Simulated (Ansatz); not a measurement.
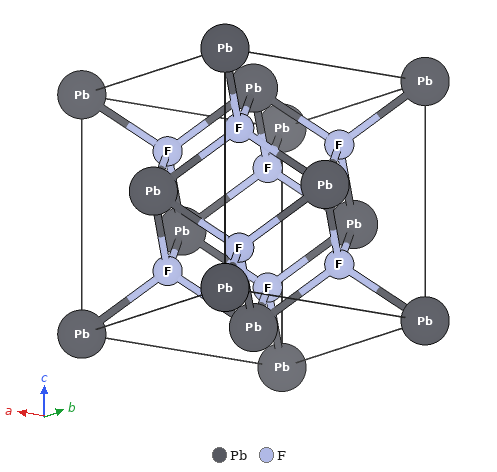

A ball-and-stick rendering, viewed from a general direction. The edges of the conventional unit cell are marked.

Give a description of the structure.

- The stoichiometry is PbF$_{2}$.
- It belongs to space group Fm-3m (No. 225) and has a face-centred cubic lattice.
- This arrangement goes by the name fluorite (CaF₂ type).
- Content of the cell: 4 Pb, 8 F (Z = 4).
- Taking every contact within bonding distance, one finds Pb 8 and F 4.

Origin of the cell: a structure type known for this compound. Earlier steps of the study may have refined or changed the cell and positions. It went into a calculation with Ansatz.
